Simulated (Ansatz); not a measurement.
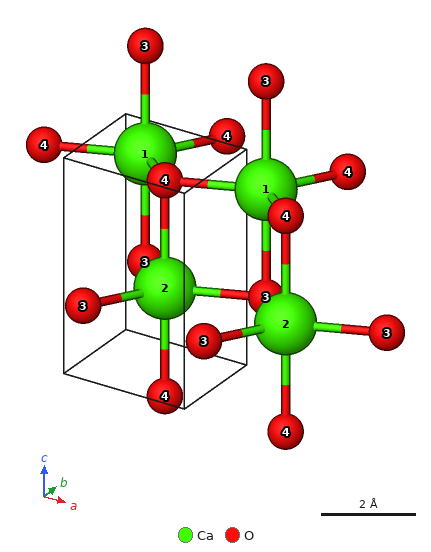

Reference structure: crystalline CaO (built on the wurtzite type) at its r2SCAN-relaxed geometry. Style: ball-and-stick. Shown: the cell of the calculation, repeated 2 × 1 × 1 with one cell outlined, slightly off an axis.

Theory: DFT, r2SCAN, plane waves, PAW in Ansatz 0.2.0. Set-up: plane-wave cutoff 500 eV; k-point mesh 12 × 12 × 6; occupations fixed; no spin polarisation.

Now this is done to it. All lengths are scaled by −3.0 % (volume −8.7 %). The atoms were relaxed with r2SCAN under that strain, and this is a single point on that geometry.

Question: What does the calculation give for the changed structure?

Answer: Energy change: +43.0 meV per atom. Pressure: 0.0 GPa before, 10.4 GPa after. The principal stresses (compression positive) are 11.3 GPa along c and 10.0 GPa across it. All forces vanish by symmetry. The band gap goes from 3.63 to 3.96 eV. Near-neighbour distances before and after: Ca–O 2.385 → 2.314 Å, Ca–O 2.298 → 2.229 Å. The space group stays P6_3/mmc (No. 194).

Drawn alike, the variant:

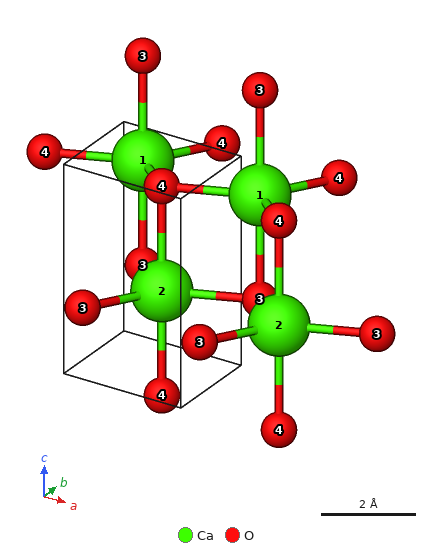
